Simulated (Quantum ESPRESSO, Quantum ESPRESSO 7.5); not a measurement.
**2H-WS2, 3 layers, AA' stacking against a metal electrode: a series in the charge of the slab**

What law, if any, do the results for 2H-WS2, 3 layers, AA' stacking against a metal electrode follow against the charge of the slab?

Main program and level: Quantum ESPRESSO 7.5; plane-wave DFT, PBE, GBRV ultrasoft pseudopotentials (geometry by pw.x at PBE-D3(BJ), GBRV ultrasoft).

### 1. The starting structure

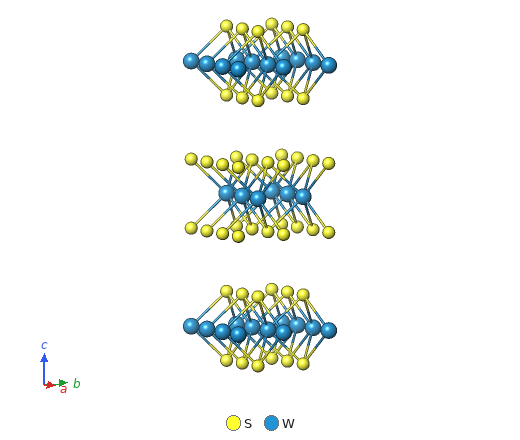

The cell as given, from the side, with the c axis up (sulfur yellow, tungsten blue). 3×2×1 cells are drawn. Bonds to atoms that aren't drawn are left out. Some periodic images of atoms are drawn too.

The cell holds 9 atoms: 6 S and 3 W. Its edges and angles: a = 3.180 Å, b = 3.180 Å, c = 32.827 Å, α = 90.0°, β = 90.0°, γ = 120.0°. It derives from WS2. Vacuum lies along c.

Set-up: The slab is relaxed neutral under PBE-D3(BJ), then held. ESM with bc3: vacuum below and a metal electrode about 6 Å above the top atoms. Fermi-Dirac smearing of 0.004 Ry and a dense mesh. Charges are set per cell from the starting area.

Members 2, 3, 4.5, 6, 7 and 8 took the same steps and show in the table alone.

### 2. Relaxing cell and ions of the reference

What the set-up leaves free in this member is relaxed.

Input file ref.relax.in:

```
&control
  prefix = 'ref.relax'
  outdir = './out'
  pseudo_dir = './pseudo'
  nstep = 80
  forc_conv_thr = 0.0004
  calculation = 'vc-relax'
  etot_conv_thr = 1e-06
/
&system
  ibrav = 0
  nat = 9
  ntyp = 2
  ecutwfc = 50
  ecutrho = 250
  vdw_corr = 'grimme-d3'
  dftd3_version = 4
  occupations = 'smearing'
  smearing = 'fd'
  degauss = 0.004
/
&electrons
  conv_thr = 1e-09
  mixing_beta = 0.4
  electron_maxstep = 120
  mixing_mode = 'plain'
/
&ions
/
&cell
  cell_dofree = '2Dxy'
  press_conv_thr = 0.3
/
ATOMIC_SPECIES
  S   32.0600  s_pbe_v1.4.uspp.F.UPF
  W   183.8400  w_pbe_v1.2.uspp.F.UPF
CELL_PARAMETERS angstrom
  3.18000000000000 0.00000000000000 0.00000000000000
  -1.59000000000000 2.75396078403451 0.00000000000000
  0.00000000000000 0.00000000000000 32.82686069725687
ATOMIC_POSITIONS crystal
  S   0.333333333300 0.666666666700 0.243702864973
  W   0.000000000000 0.000000000000 0.296641527986
  S   0.333333333300 0.666666666700 0.349580190998
  S   0.000000000000 0.000000000000 0.447061336988
  W   0.333333333300 0.666666666700 0.500000000000
  S   0.000000000000 0.000000000000 0.552938663012
  S   0.333333333300 0.666666666700 0.650419809002
  W   0.000000000000 0.000000000000 0.703358472014
  S   0.333333333300 0.666666666700 0.756297135027
K_POINTS automatic
  12 12 1 0 0 0
```

Command:

```bash
$ OMP_NUM_THREADS=1 mpirun -n 8 pw.x -nk 8 -in ref.relax.in > ref.relax.out
```

Output:

```text
Program PWSCF v.7.5 starts
[citation notice left out]

     Parallel version (MPI & OpenMP), running on       8 processor cores
     Number of MPI processes:                 8
     Threads/MPI process:                     1

     MPI processes distributed on     1 nodes
[...]
Current dimensions of program PWSCF are:
     Max number of different atomic species (ntypx) = 10
     Max number of k-points (npk) =  40000
     Max angular momentum in pseudopotentials (lmaxx) =  4
     Message from routine setup:
     using ibrav=0 with symmetry is DISCOURAGED, use correct ibrav instead

     K-points division:     npool     =       8
     Subspace diagonalization in iterative solution of the eigenvalue problem:
     a serial algorithm will be used

     G-vector sticks info
     --------------------
     sticks:   dense  smooth     PW     G-vecs:    dense   smooth      PW
     Sum         625     499    151               129169    92913   15411

     Using Slab Decomposition

     bravais-lattice index     =            0
     lattice parameter (alat)  =       6.0093  a.u.
     unit-cell volume          =    1940.0406 (a.u.)^3
     number of atoms/cell      =            9
     number of atomic types    =            2
     number of electrons       =        78.00
     number of Kohn-Sham states=           47
     kinetic-energy cutoff     =      50.0000  Ry
     charge density cutoff     =     250.0000  Ry
     scf convergence threshold =      1.0E-09
     mixing beta               =       0.4000
     number of iterations used =            8  plain     mixing
     energy convergence thresh.=      1.0E-06
     force convergence thresh. =      4.0E-04
     press convergence thresh. =      3.0E-01
     Exchange-correlation= SLA  PW   PBE  PBE
                           (   1   4   3   4   0   0   0)
     nstep                     =           80

     celldm(1)=   6.009329  celldm(2)=   0.000000  celldm(3)=   0.000000
     celldm(4)=   0.000000  celldm(5)=   0.000000  celldm(6)=   0.000000

     crystal axes: (cart. coord. in units of alat)
               a(1) = (   1.000000   0.000000   0.000000 )
               a(2) = (  -0.500000   0.866025   0.000000 )
               a(3) = (   0.000000   0.000000  10.322912 )

     reciprocal axes: (cart. coord. in units 2 pi/alat)
               b(1) = (  1.000000  0.577350 -0.000000 )
               b(2) = (  0.000000  1.154701  0.000000 )
               b(3) = (  0.000000 -0.000000  0.096872 )

     PseudoPot. # 1 for S  read from file:
     ./pseudo/s_pbe_v1.4.uspp.F.UPF
     Pseudo is Ultrasoft + core correction, Zval =  6.0
     Generated by new atomic code, or converted to UPF format
     Using radial grid of  907 points,  6 beta functions with:
                l(1) =   0
                l(2) =   0
                l(3) =   1
                l(4) =   1
                l(5) =   2
                l(6) =   2
     Q(r) pseudized with  8 coefficients,  rinner =    1.300   1.300   1.300
                                                       1.300   1.300

     PseudoPot. # 2 for W  read from file:
     ./pseudo/w_pbe_v1.2.uspp.F.UPF
     Pseudo is Ultrasoft + core correction, Zval = 14.0
     Generated by new atomic code, or converted to UPF format
     Using radial grid of  923 points,  8 beta functions with:
                l(1) =   0
                l(2) =   0
                l(3) =   0
                l(4) =   1
                l(5) =   1
                l(6) =   2
                l(7) =   2
                l(8) =   3
     Q(r) pseudized with  6 coefficients,  rinner =    1.350   1.350   1.350
                                                       1.350   1.350   1.350
                                                       1.350

     atomic species   valence    mass     pseudopotential
     S                 6.00    32.06000     S ( 1.00)
     W                14.00   183.84000     W ( 1.00)

     12 Sym. Ops. (no inversion) found

   Cartesian axes

     site n.     atom                  positions (alat units)
         1        S      tau(   1) = (  -0.0000000   0.5773503   2.5157233  )
         2        W      tau(   2) = (   0.0000000   0.0000000   3.0622044  )
         3        S      tau(   3) = (  -0.0000000   0.5773503   3.6086856  )
         4        S      tau(   4) = (   0.0000000   0.0000000   4.6149749  )
         5        W      tau(   5) = (  -0.0000000   0.5773503   5.1614561  )
         6        S      tau(   6) = (   0.0000000   0.0000000   5.7079373  )
         7        S      tau(   7) = (  -0.0000000   0.5773503   6.7142266  )
         8        W      tau(   8) = (   0.0000000   0.0000000   7.2607077  )
         9        S      tau(   9) = (  -0.0000000   0.5773503   7.8071889  )

     --------------------------------------------
     DFT-D3 Dispersion Correction (3-body terms):
     --------------------------------------------
       Reference C6 values for interpolation:

         atom   Coordination number   C6
         S          0.000           268.01
         S          0.995           261.99
         S          1.990           251.62
         W          0.000          1628.72
         W          1.929          1086.81
         W         10.915           796.19

       Values used:

         atom   Coordination number  R0_AB[au]  C6      C8
         S          3.493            3.128    251.62  12327.25
         W          9.582            3.766    796.19 128250.55
         S          3.547            3.128    251.62  12327.25
         S          3.548            3.128    251.62  12327.25
         W          9.589            3.766    796.19 128250.55
         S          3.548            3.128    251.62  12327.25
         S          3.547            3.128    251.62  12327.25
         W          9.582            3.766    796.19 128250.55
         S          3.493            3.128    251.62  12327.25

         Molecular C6 ( Ry / a.u.^6 ) =     32298.64

     number of k points=    19  Fermi-Dirac smearing, width (Ry)=  0.0040
                       cart. coord. in units 2pi/alat
        k(    1) = (   0.0000000   0.0000000   0.0000000), wk =   0.0138889
        k(    2) = (   0.0000000   0.0962250   0.0000000), wk =   0.0833333
        k(    3) = (   0.0000000   0.1924501   0.0000000), wk =   0.0833333
        k(    4) = (   0.0000000   0.2886751   0.0000000), wk =   0.0833333
        k(    5) = (   0.0000000   0.3849002   0.0000000), wk =   0.0833333
        k(    6) = (   0.0000000   0.4811252   0.0000000), wk =   0.0833333
        k(    7) = (   0.0000000  -0.5773503   0.0000000), wk =   0.0416667
[...]
atom    7 type  1   force =     0.00000000    0.00000000    0.02261988
     atom    8 type  2   force =     0.00000000    0.00000000   -0.00143277
     atom    9 type  1   force =     0.00000000    0.00000000   -0.02531542

     Total force =     0.058501     Total SCF correction =     0.000102

     Computing stress (Cartesian axis) and pressure

     negative rho (up, down):  2.032E-01 0.000E+00
          total   stress  (Ry/bohr**3)                   (kbar)     P=      -10.32
   0.00004347   0.00000000   0.00000000            6.39        0.00        0.00
   0.00000000   0.00004347  -0.00000000            0.00        6.39       -0.00
  -0.00000000   0.00000000  -0.00029732           -0.00        0.00      -43.74

     Energy error            =      3.4E-02 Ry
     Gradient error          =      2.5E-02 Ry/Bohr
     Cell gradient error     =      6.4E+00 kbar

     number of scf cycles    =   3
     number of bfgs steps    =   2

     enthalpy           old  =    -622.7474830397 Ry
     enthalpy           new  =    -622.7811490385 Ry

     CASE: enthalpy          _new < enthalpy          _old

     new trust radius        =       0.0573744444 bohr
     new conv_thr            =       0.0000000006 Ry

     new unit-cell volume =   1870.74256 a.u.^3 (   277.21545 Ang^3 )
     density =      4.45589 g/cm^3

CELL_PARAMETERS (angstrom)
   3.122688908   0.000000000   0.000000000
  -1.561344454   2.704327922   0.000000000
   0.000000000   0.000000000  32.826860697

ATOMIC_POSITIONS (crystal)
S                0.3333333333        0.6666666667        0.2481340932
W                0.0000000000       -0.0000000000        0.2967293114
S                0.3333333333        0.6666666667        0.3453220464
S               -0.0000000000       -0.0000000000        0.4513540414
W                0.3333333333        0.6666666667        0.5000000000
S               -0.0000000000        0.0000000000        0.5486459586
S                0.3333333333        0.6666666667        0.6546779536
W               -0.0000000000       -0.0000000000        0.7032706886
S                0.3333333333        0.6666666667        0.7518659068

[...]
NEW-OLD atomic charge density approx. for the potential
     New effective cutoffs (rho, wfc):  259.14   51.84

     Check: negative core charge=   -0.000001

     negative rho (up, down):  2.031E-01 0.000E+00

     total cpu time spent up to now is      225.7 secs

     per-process dynamical memory:   162.6 Mb

[...]
!    total energy              =    -622.78544742 Ry
[...]
Total force =     0.006296     Total SCF correction =     0.000084
[...]
number of bfgs steps    =   3
[...]
new trust radius        =       0.0265372177 bohr
[...]
!    total energy              =    -622.78675159 Ry
[...]
Total force =     0.003468     Total SCF correction =     0.000022
[...]
number of bfgs steps    =   4
[...]
new trust radius        =       0.0291909394 bohr
[...]
!    total energy              =    -622.79373687 Ry
[...]
Total force =     0.002164     Total SCF correction =     0.000024
[...]
number of bfgs steps    =  23
[...]
new trust radius        =       0.0247486786 bohr
[...]
Self-consistent Calculation

     iteration #  1     ecut=    50.00 Ry     beta= 0.40
     Davidson diagonalization with overlap
     ethr =  1.00E-06,  avg # of iterations =  4.5

     negative rho (up, down):  2.019E-01 0.000E+00

     total cpu time spent up to now is     1394.1 secs

     total energy              =    -622.79396893 Ry
     estimated scf accuracy    <       0.00009122 Ry

[...]
iteration # 12     ecut=    50.00 Ry     beta= 0.40
[...]
negative rho (up, down):  2.020E-01 0.000E+00

[...]
End of self-consistent calculation

          k = 0.0000 0.0000 0.0000 ( 11587 PWs)   bands (ev):

   -70.2466 -70.2446 -70.2446 -34.5035 -34.5003 -34.5003 -34.3280 -34.3280
   -34.3241 -34.3241 -34.3240 -34.3240 -11.1770 -11.0815 -11.0050  -9.6138
    -9.4438  -9.3024  -3.0838  -2.7124  -2.3290   0.8351   0.9305   0.9305
     0.9534   0.9534   0.9546   0.9546   1.5353   2.1658   2.1658   2.1981
     2.1981   2.2098   2.2098   2.3652   3.3684   3.9108   4.2685   6.6732
     6.6732   6.6828   6.6828   6.6965   6.6965   6.7610   6.7610

          k =-0.0000 0.0968 0.0000 ( 11577 PWs)   bands (ev):

   -70.2453 -70.2434 -70.2434 -34.4991 -34.4959 -34.4959 -34.3525 -34.3485
   -34.3485 -34.3337 -34.3297 -34.3297 -11.0598 -10.9645 -10.8878  -9.5646
    -9.3991  -9.2626  -2.9442  -2.5749  -2.1900   0.6231   0.6323   0.6501
     0.6514   1.0439   1.0681   1.0706   1.2000   1.6077   1.9794   2.0133
     2.0266   2.2266   2.3272   2.6735   3.3601   3.8121   4.0784   6.5421
     6.5618   6.5858   6.5902   6.6334   6.6430   6.6573   6.7085

          k =-0.0000 0.1936 0.0000 ( 11584 PWs)   bands (ev):

   -70.2420 -70.2400 -70.2400 -34.4870 -34.4839 -34.4839 -34.4189 -34.4148
   -34.4147 -34.3491 -34.3452 -34.3451 -10.7252 -10.6310 -10.5545  -9.4242
    -9.2721  -9.1499  -2.5645  -2.2062  -1.8220  -0.0956  -0.0629  -0.0446
     0.1803   0.5879   0.8484   1.3530   1.3813   1.3908   1.5485   1.5851
     1.5996   2.1178   2.3087   2.6650   3.2307   3.4359   3.5262   5.9945
     6.1699   6.4047   6.4087   6.4928   6.5636   6.5748   6.7385

          k =-0.0000 0.2905 0.0000 ( 11552 PWs)   bands (ev):

   -70.2374 -70.2354 -70.2354 -34.5083 -34.5041 -34.5041 -34.4704 -34.4674
   -34.4673 -34.3702 -34.3661 -34.3661 -10.2246 -10.1345 -10.0605  -9.2155
    -9.0854  -8.9860  -2.1285  -1.8301  -1.5255  -0.8492  -0.7776  -0.6513
    -0.3583  -0.0736   0.0597   1.0663   1.1062   1.1263   1.7716   1.8120
     1.8285   1.8336   2.0508   2.3484   2.8096   2.8800   2.9065   5.8258
     6.0970   6.2502   6.3339   6.4110   6.4408   6.8496   7.1003

          k =-0.0000 0.3873 0.0000 ( 11592 PWs)   bands (ev):

   -70.2328 -70.2308 -70.2308 -34.5965 -34.5921 -34.5921 -34.4538 -34.4508
   -34.4508 -34.3911 -34.3871 -34.3871  -9.6506  -9.5705  -9.5047  -8.9804
    -8.8800  -8.8103  -2.2155  -2.0723  -1.9564  -1.1411  -1.1058  -0.7918
    -0.7765  -0.5577  -0.4432   0.6678   0.7098   0.7311   1.5713   1.7543
     1.9802   2.1505   2.2100   2.2451   2.4269   2.5495   2.6254   6.1281
     6.3118   6.3607   6.3741   6.4298   6.6480   7.2475   7.5303

          k =-0.0000 0.4841 0.0000 ( 11614 PWs)   bands (ev):

   -70.2294 -70.2274 -70.2274 -34.6603 -34.6558 -34.6558 -34.4416 -34.4386
   -34.4386 -34.4064 -34.4023 -34.4023  -9.1538  -9.0913  -9.0419  -8.7818
    -8.7157  -8.6782  -2.6948  -2.5800  -2.4871  -1.4603  -1.3736  -1.2402
    -0.9048  -0.6362  -0.4293   0.4104   0.4535   0.4757   1.4582   1.5844
     1.7230   2.3825   2.4608   2.5149   2.5252   2.6522   2.7409   6.5502
     6.5846   6.6114   6.6648   6.8063   6.9676   7.5054   7.7792

[...]
the Fermi energy is     4.8226 ev

!    total energy              =    -622.79402261 Ry
     estimated scf accuracy    <          1.2E-11 Ry
     smearing contrib. (-TS)   =      -0.00000006 Ry
     internal energy E=F+TS    =    -622.79402255 Ry

     The total energy is F=E-TS. E is the sum of the following terms:
     one-electron contribution =   -5525.41451797 Ry
     hartree contribution      =    2774.25135088 Ry
     xc contribution           =    -174.67562851 Ry
     ewald contribution        =    2303.28710950 Ry
     DFT-D3 Dispersion         =      -0.24233645 Ry

     convergence has been achieved in  12 iterations

     negative rho (up, down):  2.020E-01 0.000E+00

     Forces acting on atoms (cartesian axes, Ry/au):

     atom    1 type  1   force =     0.00000000   -0.00000000    0.00036059
     atom    2 type  2
```

The job ended after 28 min (8 MPI ranks of AMD EPYC 7R43, shared host; peak memory 2.3 GiB).

Relaxation path (22 of 29):

```
step  energy less that of the first step (eV)  largest force (eV/Å)  volume (Å³)
   1                                   0.0000                2.6631       287.48
   2                                  -0.8703                1.7860       281.79
   4                                  -1.3869                0.0918       277.22
   5                                  -1.4046                0.0368       278.92
   6                                  -1.4169                0.0407       280.80
   8                                  -1.4231                0.0389       283.31
   9                                  -1.4233                0.0379       283.36
  10                                  -1.4236                0.0369       283.42
  12                                  -1.4248                0.0387       283.55
  13                                  -1.4259                0.0402       283.64
  14                                  -1.4276                0.0421       283.76
  16                                  -1.4337                0.0479       284.10
  17                                  -1.4390                0.0540       284.36
  18                                  -1.4468                0.0593       284.70
  20                                  -1.4722                0.0720       285.75
  21                                  -1.4879                0.0798       286.50
  22                                  -1.4929                0.0755       287.02
  24                                  -1.4997                0.0337       285.58
  25                                  -1.5035                0.0273       283.97
  26                                  -1.5043                0.0168       283.57
  28                                  -1.5044                0.0025       283.60
  29                                  -1.5021                0.0024       283.60
```

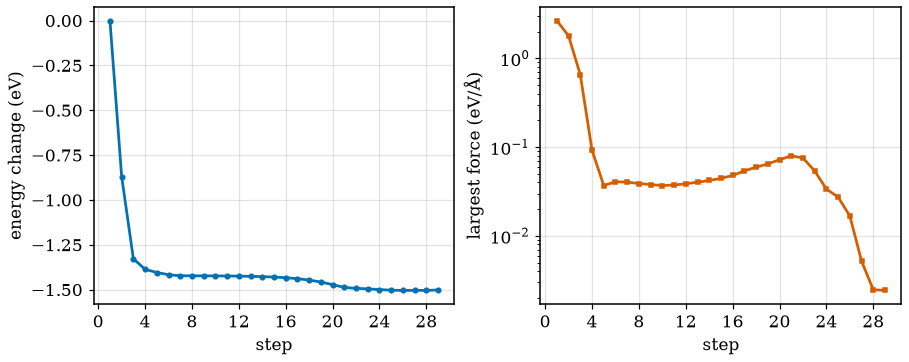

Energy and largest force along the relaxation.

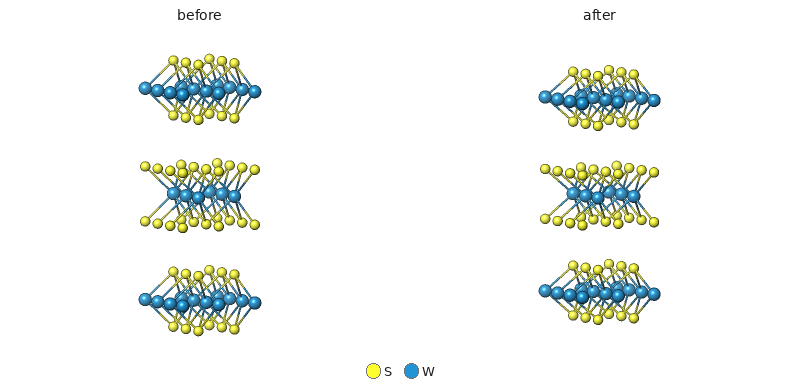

The structure before and after the relaxation, drawn at the same scale. Bonds to atoms that aren't drawn are left out.

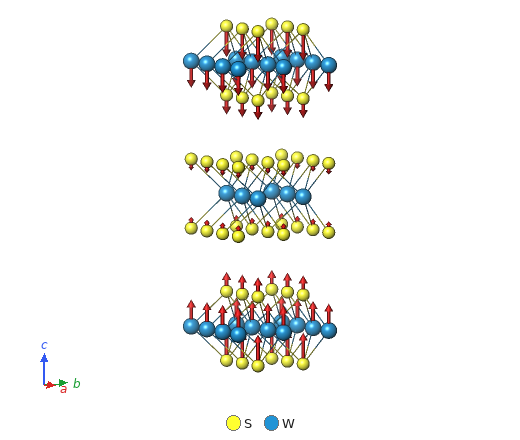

Displacements in the relaxation, exaggerated, measured against the changing cell; the longest in the cell stands for 0.71 Å. Bonds to atoms that aren't drawn are left out. 3×2×1 cells are drawn. Some periodic images of atoms are drawn too.

```
cell as run  before  after  change
      a (Å)   3.180  3.158  -0.7 %
      b (Å)   3.180  3.158  -0.7 %
```

The atoms that moved most (Å, along periodic axes as changes of fractional coordinates times the final cell, across vacuum about the mean position):

```
atom     dx     dy      dz  length
  S1  0.000  0.000   0.711   0.711
  S9  0.000  0.000  -0.711   0.711
  W2  0.000  0.000   0.550   0.550
  W8  0.000  0.000  -0.550   0.550
  S7  0.000  0.000  -0.389   0.389
  S3  0.000  0.000   0.389   0.389
  S6  0.000  0.000  -0.162   0.162
  S4  0.000  0.000   0.162   0.162
```

 The last row is no step: it is a fresh SCF in the final cell with a new plane-wave basis, +2 meV from the row before.

Numbers from this step:

| Item | Value |
| --- | --- |
| free energy | -8473.5429 eV |
| Fermi energy | 4.839 eV |

(Part 1 of 3 ends here.)

[Logs are printed without paths, hosts, clocks, repeated set-up lines and the standing remarks that a program may print on its own settings, such as how far it seeks lower states.]

[Hosts, paths, dates, database ids (printed as entryN), source tags and the programs' standing remarks are cut or masked in the printed files.]

[Maps of the electrostatic potential energy from Ansatz leave out the sawtooth potential of an applied field or a dipole correction, so their vacuum need not be flat; planar profiles and work functions include it.]
